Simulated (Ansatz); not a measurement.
# A defect in a wire: W wire along [111], 4 atoms a period, Co placed on top of one W, part 2 of 5

Aim: how much does this defect scatter, and at which energies?

Ansatz 0.2.0; DFT PBE, plane waves, PAW; relaxation of a wire's period (the session's first sound run).

So far. Step 2 (The relaxed wire): The cell's length comes to 2.683 Å with spin left out.

### 3. The perfect wire

This step: DFT PBE, plane waves, PAW; channels and complex bands of a perfect wire (Ansatz 0.2.0).

At the relaxed period the Bloch states of the perfect wire are found at each energy: those that move forward count the open channels, and those that decay describe how a disturbance dies away inside the wire itself. An energy step of 0.035 eV is under the 0.039 eV that the program asks for its thermal average at 300 K.

input.yaml

```yaml
crystal:
  lattice:
    - [11.283, 0.0, 0.0]
    - [0.0, 9.388, 0.0]
    - [0.0, 0.0, 2.6832636477]
  atoms:
    - { symbol: W, position: [0.321836204, 0.500015667, 0.0] }
    - { symbol: W, position: [0.500002526, 0.37029517, 0.292251866] }
    - { symbol: W, position: [0.500002526, 0.629736164, 0.707748134] }
    - { symbol: W, position: [0.678168848, 0.500015667, 0.0] }
kpoints:
  mp_grid: { grid: [1, 1, 30] }
scf:
  occupations: { method: fermi_dirac, width: 0.05 }
hamiltonian:
  xc: pbe
output:
  transmission:
    e_range: [-1.26, 1.26]
    de: 0.035
    kmesh: [1, 1]
    reduced_basis: true
    leads: [[0, 0]]
basis:
  ecutwfc: "350 eV"
```

Run with:

```sh
$ ansatz run input.yaml --threads 8 --pin off --max-ram 16384MiB --backend cpu --events-out ev --progress --plain --runs-dir out
```

Numbers of over 12 decimals in the logs are rounded to 6 here.

The program printed:

```text
Warning: basis.ecutwfc = 350 eV is below the records' recommended 420 eV, and the density's cutoff is lower with it unless basis.ecutrho_ratio is high enough to keep the records' density cutoff: compare with a run at a higher cutoff
[...]
Crystal: 4 atoms, lattice volume = 284.224 Å³
Basis set: ecut = 350 eV, 4211 PW (Γ)
Bands: 34, of which v1, the nominal top of the filled ones, is band 28 counted from 1 (27 counted from 0)
Symmetry: 4 space group operations
[...]
k-points: 16 of 30
[...]
SCF iter   1: F=—  HF=-41529.346297 eV  |F-HF|=—  |Δ(HF+E_count)|=         —  Δρ=6.11e-3  dr2=1.06e-1  ethr=1.77e-3  ⟨swp⟩=8.0  Hψ=2562  notcnv=0
[...]
SCF iter   9: F=-41529.343067 eV  HF=-41529.343067 eV  |F-HF|=7.57e-10  |Δ(HF+E_count)|=   3.58e-8  Δρ=1.12e-6  dr2=6.82e-9  ethr=1.79e-10  ⟨swp⟩=4.9  Hψ=1405  notcnv=0
SCF 1 converged in 9 iterations: F = -41529.343067 eV  dr2 = 6.82e-9
[...]
transmission: 4 of 24 steps passed
transmission: 8 of 24 steps passed
[...]
transmission: 24 of 24 steps passed
SCF converged after 9 iterations
Free energy (F): -41529.343067 eV
[...]
Internal energy: -41529.306731 eV  (E = F + TS)
E sigma→0 (E₀):  -41529.324899 eV
Entropy (-TS):   -0.036335 eV (-9.084 meV/atom)
Fermi energy:    1.844301 eV
[...]
--- Band table (eV; the first three rows and the last of 16) ---
  k-point 0: bands = [... 24 lower, 0.2876, 0.6065, 1.3483, 1.6314, 2.0149, 2.8102, 2.8825, 2.8944, ... 2 higher]
  k-point 1: bands = [... 24 lower, 0.2727, 0.6166, 1.2835, 1.6713, 1.9535, 2.7777, 2.8609, 2.8787, ... 2 higher]
  k-point 2: bands = [... 24 lower, 0.3100, 0.6402, 1.1420, 1.7443, 1.7886, 2.6801, 2.8056, 2.8195, ... 2 higher]
  k-point 15: bands = [... 24 lower, 1.4451, 1.5397, 1.6282, 2.8505, 2.8547, 3.2552, 3.5520, 4.2581, ... 2 higher]
--- Transmission ---
  basis      : 787 plane waves across, 4 finite elements along
  points     : 1, standing for a mesh of 1 x 1
  filling    : by the input's occupations and mesh, since the crystals that have channels conduct as metals do. If one of these is a semiconductor, that mesh has misplaced its level
  energies   : 73 from -1.260000 to 1.260000 eV about the Fermi level, 0.035000 eV apart; the leads are filled to 0.000000 eV, and channels, transmission and decay are at 0.000000 eV
  crystal 0  : W4, at the sites [0, 0], period 2.6833 Å: whole cells are its period
    offset         : up to 0.0000 Å between an atom of the period and one for which it stands
    filled         : 5.3 meV under the level at which it is neutral
    channels       : 5.000000e0 a spin
    conductance    : 3.6563e14 S/m² at 300 K; may be off by some 0.0 % by where its bands' edges are placed, 0.0 % from the distance to neutral
```

Run time: 49 s. Hardware: 8 threads of Arm Neoverse V2, shared host; peak memory 2.3 GiB; 4.7 min of CPU time.

In the SCF lines HF is the Harris–Foulkes energy and dr2 the Hartree energy of the density residual, in eV; the loop may stop once dr2 is under the threshold and the program's other checks hold. Hψ counts applications of the Hamiltonian.

This step gave:

| Quantity | Value |
| --- | --- |
| energy at zero smearing | -41529.3249 eV |
| channels at the energy nearest the Fermi level, one spin | 5 |
| conductance of the lead as this run defines it | 4.999 G₀ |
| band gap | 0 eV |

Open channels of the lead, one spin against energy, zero at the Fermi level:

```
energy (eV)  open channels of the lead, one spin
     -1.190                                    6
     -1.015                                    2
     -0.805                                    6
     -0.595                                    6
     -0.385                                    4
     -0.210                                    5
      0.000                                    5
      0.210                                    4
      0.385                                    4
      0.595                                    6
      0.805                                    8
      1.015                                    5
      1.190                                    5
```

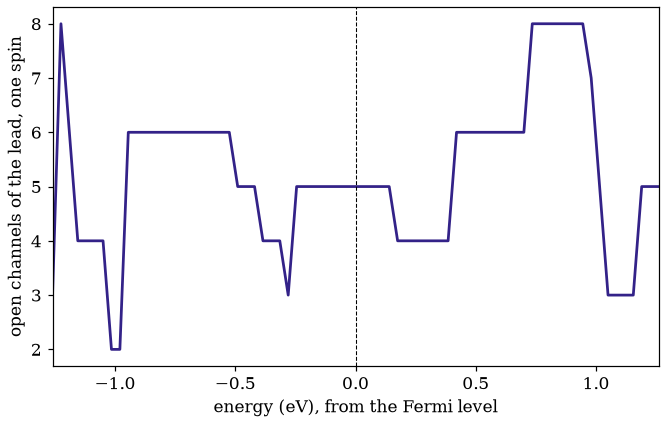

Open channels of the lead, one spin, plotted against energy.

The slowest values at each energy, most degenerate partners merged, listed up to 1.5 1/Å. Im kz of the slowest decaying states against energy, zero at the Fermi level:

```
energy (eV)  decay 1 (Å⁻¹)  decay 2 (Å⁻¹)  decay 3 (Å⁻¹)  decay 4 (Å⁻¹)
     -1.190         0.0642         0.0777          0.372          0.387
     -1.015        0.00617         0.0497          0.112          0.169
     -0.805          0.119          0.185          0.322          0.358
     -0.595          0.153          0.180          0.261          0.333
     -0.385         0.0275         0.0799          0.118          0.161
     -0.210         0.0461          0.131          0.154          0.266
      0.000          0.127          0.203          0.204          0.239
      0.210         0.0555         0.0614          0.163          0.208
      0.385         0.0435          0.138          0.154          0.216
      0.595          0.109          0.186          0.220          0.304
      0.805          0.214          0.218          0.272          0.353
      1.015         0.0310         0.0363          0.105          0.190
      1.190          0.153          0.159          0.189          0.261
```

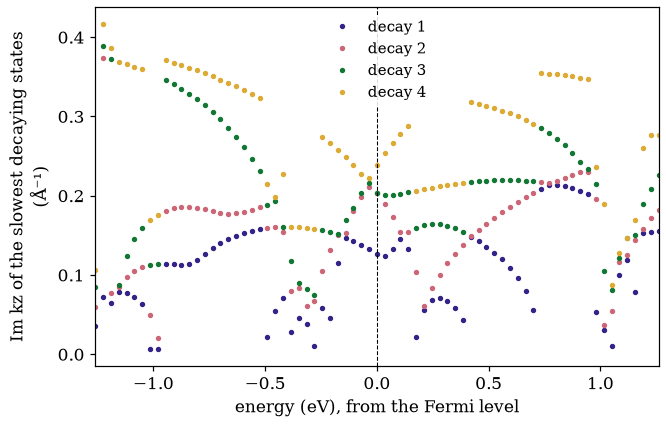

Im kz of the slowest decaying states against energy.

By hand: the program gives 3.6563 × 10^14 S/m² over the cell's cross-section of 105.92 Å² = 1.059 × 10^-18 m², so one cell conducts 3.873 × 10^-4 S. Divided by G0 = 2e²/h = 7.748 × 10^-5 S this is 5.00 G0, a resistance of 2.58 kΩ.

At the computed energy nearest the Fermi level there are 5 channels a spin, and the thermal average gives 5.00 G₀.

[end of part 2 of 5]

[Logs are printed without paths, hosts, clocks, repeated set-up lines and the standing remarks that a program may print on its own settings, such as how far it seeks lower states.]

[Hosts, paths, dates, database ids (printed as entryN), source tags and the programs' standing remarks are cut or masked in the printed files.]
